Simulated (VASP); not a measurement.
**Two runs on GaAs**

System: GaAs (F-43m, 2 atoms in the cell).
Method of run A: Kohn-Sham DFT of a periodic cell, LDA, spin-orbit coupling, VASP PAW LDA potentials, recommended (VASP 6.6.1).

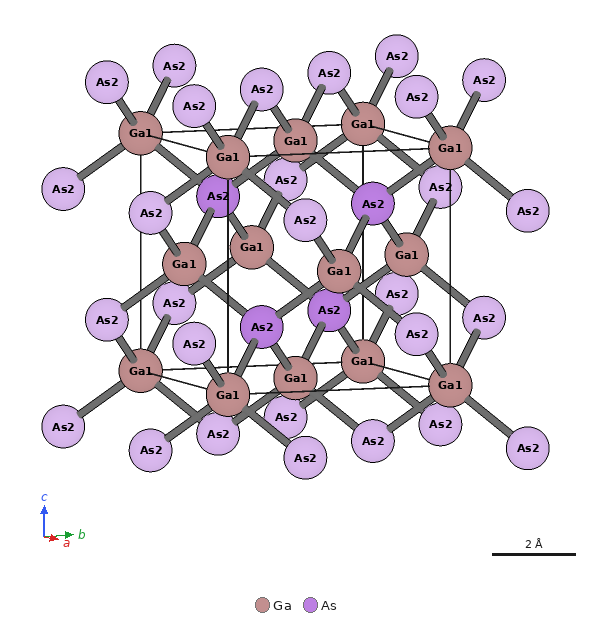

Figure 1. The input geometry (ball-and-stick view of the cell 4 times as large as that of the calculation, set on its symmetry axes, seen slightly off an axis; neighbours outside the cell are drawn fainter; atoms are numbered from 1 in the order of the input).

### INCAR, run A
```
ALGO     = Fast           # electronic algorithm
EDIFF    = 1E-7           # SCF threshold, eV
ENCUT    = 520            # plane-wave cutoff, eV
GGA      = CA             # functional
GGA_COMPAT= False        
ISIF     = 2              # what is computed and relaxed
ISMEAR   = 0              # smearing method
LASPH    = True           # aspherical terms in the spheres
LCHARG   = True           # write CHGCAR
LORBIT   = 11             # projections on sites
LREAL    = False          # projectors in reciprocal space
LSORBIT  = True           # spin-orbit coupling
LVHAR    = True         
LWAVE    = False          # write WAVECAR
MAGMOM   = 0 0 0 0 0 0    # initial moments
NBANDS   = 30             # bands
NELM     = 80             # most SCF steps
PREC     = Accurate       # precision mode
SIGMA    = 0.02           # smearing width, eV
```

### KPOINTS, run A
```
k-points
0
Gamma
  8 8 8
```

### POSCAR, run A
```
GaAs
1.0
    0.0000000000      2.8909699827      2.8909699827
    2.8909699827      0.0000000000      2.8909699827
    2.8909699827      2.8909699827      0.0000000000
Ga As
1 1
Direct
    0.0000000000      0.0000000000      0.0000000000
    0.2500000000      0.2500000000      0.2500000000
```

Command:
```bash
cat potpaw_LDA.64/Ga_d/POTCAR potpaw_LDA.64/As/POTCAR > POTCAR
mpirun -np 1 vasp_ncl > vasp.out
```

Hardware: 1 thread of Intel Xeon (Sapphire Rapids), 256 GiB of memory available, shared host.

### OSZICAR and lines of OUTCAR (run A)
```
N       E                     dE             d eps       ncg     rms          rms(c)
DAV:   1     0.129081456402E+03    0.12908E+03   -0.83244E+03  2858   0.163E+03
DAV:   2     0.797126948187E+01   -0.12111E+03   -0.11426E+03  2752   0.439E+02
DAV:   3    -0.916174173248E+01   -0.17133E+02   -0.16896E+02  3076   0.116E+02
DAV:   4    -0.977344957344E+01   -0.61171E+00   -0.61051E+00  3116   0.238E+01
DAV:   5    -0.978433573954E+01   -0.10886E-01   -0.10885E-01  2966   0.313E+00    0.277E+00
RMM:   6    -0.961714161288E+01    0.16719E+00   -0.15915E-01  3852   0.376E+00    0.160E+00
RMM:   7    -0.958316619639E+01    0.33975E-01   -0.63297E-02  3609   0.138E+00    0.558E-01
RMM:   8    -0.957990932847E+01    0.32569E-02   -0.10888E-02  3857   0.102E+00    0.901E-02
RMM:   9    -0.957991716738E+01   -0.78389E-05   -0.15741E-03  4056   0.389E-01    0.697E-02
RMM:  10    -0.957995429643E+01   -0.37129E-04   -0.30593E-04  4352   0.162E-01    0.504E-02
RMM:  11    -0.957996672456E+01   -0.12428E-04   -0.28070E-05  3824   0.531E-02    0.143E-02
RMM:  12    -0.957996548213E+01    0.12424E-05   -0.83076E-06  4063   0.245E-02    0.343E-03
RMM:  13    -0.957996557354E+01   -0.91408E-07   -0.12299E-06  4126   0.975E-03    0.917E-04
RMM:  14    -0.957996555948E+01    0.14057E-07   -0.27186E-07  3439   0.523E-03
   1 F= -.95799656E+01 E0= -.95799435E+01  d E =-.440773E-04  mag=    -0.0000     0.0000     0.0000
[... from OUTCAR:]
  free energy    TOTEN  =        -9.57996556 eV
  energy without entropy =       -9.57992148  energy(sigma->0) =       -9.57994352
 E-fermi :   3.2933     XC(G=0):  -9.6186     alpha+bet : -9.1351
  free  energy   TOTEN  =        -9.5799655595 eV
  energy  without entropy=       -9.5799214822  energy(sigma->0) =       -9.57994352
```

The input of run B differs as follows (lines with − go, lines with + come):
```diff
-ALGO     = Fast           # electronic algorithm
+ALGO     = Normal         # electronic algorithm
-GGA      = CA             # functional
+LMIXTAU  = True         
+METAGGA  = R2SCAN         # meta-GGA
```

Predict how the results change.

The total energies belong to different methods, so their difference says nothing on which is more stable or more accurate. A gap of 0.36 eV opens on the mesh, where run A has none. The pressure goes from −5.34 to −3.74 GPa. The functional changes from LDA to R2SCAN. The SCF takes 22 iterations against 14. On the same kind of shared host run B took about 5.5 times as long.

### OSZICAR and lines of OUTCAR (run B)
```
N       E                     dE             d eps       ncg     rms          rms(c)
DAV:   1     0.113032219730E+03    0.11303E+03   -0.85500E+03  2848   0.168E+03
DAV:   2    -0.110958923791E+02   -0.12413E+03   -0.11696E+03  2744   0.454E+02
DAV:   3    -0.285236069847E+02   -0.17428E+02   -0.17191E+02  3056   0.118E+02
DAV:   4    -0.291319073717E+02   -0.60830E+00   -0.60724E+00  3082   0.242E+01
DAV:   5    -0.291421643269E+02   -0.10257E-01   -0.10256E-01  2962   0.312E+00    0.297E+00
DAV:   6    -0.269891256149E+02    0.21530E+01   -0.54753E-01  3150   0.145E+01    0.181E+00
DAV:   7    -0.269488886459E+02    0.40237E-01   -0.31186E-01  2724   0.660E+00    0.814E-01
DAV:   8    -0.270121565547E+02   -0.63268E-01   -0.15535E-01  2646   0.476E+00    0.323E-01
DAV:   9    -0.268566447430E+02    0.15551E+00   -0.22295E-01  2610   0.423E+00    0.272E-01
DAV:  10    -0.269232951337E+02   -0.66650E-01   -0.67861E-02  2592   0.241E+00    0.861E-02
DAV:  11    -0.270343798578E+02   -0.11108E+00   -0.61744E-02  2586   0.201E+00    0.643E-02
DAV:  12    -0.270252557978E+02    0.91241E-02   -0.42629E-03  3142   0.656E-01    0.415E-02
DAV:  13    -0.270340812073E+02   -0.88254E-02   -0.28540E-03  2718   0.539E-01    0.288E-02
DAV:  14    -0.270351660265E+02   -0.10848E-02   -0.48953E-04  3064   0.222E-01    0.972E-03
DAV:  15    -0.270354741439E+02   -0.30812E-03   -0.13747E-04  2732   0.120E-01    0.128E-02
DAV:  16    -0.270354669269E+02    0.72170E-05   -0.16715E-05  3258   0.401E-02    0.620E-03
DAV:  17    -0.270354807432E+02   -0.13816E-04   -0.69813E-06  2712   0.288E-02    0.156E-03
DAV:  18    -0.270354829859E+02   -0.22428E-05   -0.87776E-07  2944   0.116E-02    0.213E-03
DAV:  19    -0.270354832139E+02   -0.22797E-06   -0.73293E-08  2386   0.311E-03    0.141E-03
DAV:  20    -0.270354829602E+02    0.25375E-06   -0.12411E-07  2546   0.310E-03    0.884E-04
DAV:  21    -0.270354830652E+02   -0.10507E-06   -0.23370E-08  1746   0.167E-03    0.527E-04
DAV:  22    -0.270354831327E+02   -0.67503E-07   -0.90600E-09  1794   0.115E-03
   1 F= -.27035483E+02 E0= -.27035483E+02  d E =-.217735E-28  mag=    -0.0000     0.0000    -0.0000
[... from OUTCAR:]
  free energy    TOTEN  =       -27.03548313 eV
  energy without entropy =      -27.03548313  energy(sigma->0) =      -27.03548313
 E-fermi :   3.3226     XC(G=0):  -9.9360     alpha+bet : -9.1033
  free  energy   TOTEN  =       -27.0354831327 eV
  energy  without entropy=      -27.0354831327  energy(sigma->0) =      -27.03548313
```

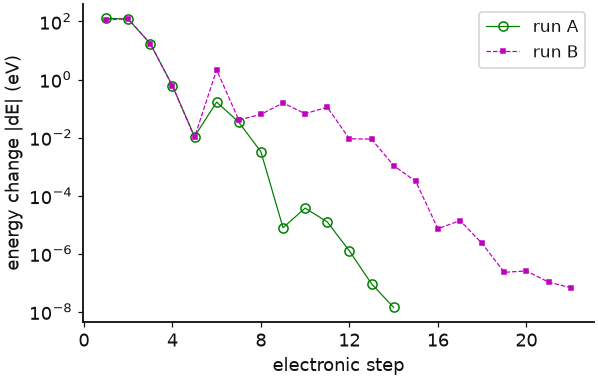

Figure 2. Convergence of the two runs: energy change |dE| against the electronic step. Run A takes 14 steps in all, and run B takes 22.

### The two runs side by side

```csv
quantity,run A,run B
outcome,converged,converged
free energy per atom (eV),−4.7900,−13.5177
gap on the mesh (eV),0.00,0.36
pressure (GPa),−5.34,−3.74
largest force (eV/Å),0.000,0.000
SCF iterations,14,22
irreducible k-points,43,43
net moment of the cell (μB),0.00,0.00
plane waves at Γ,2632,2632
```

For run A: The cell is under a tension of 5.3 GPa at this level, so it is not at its equilibrium volume.
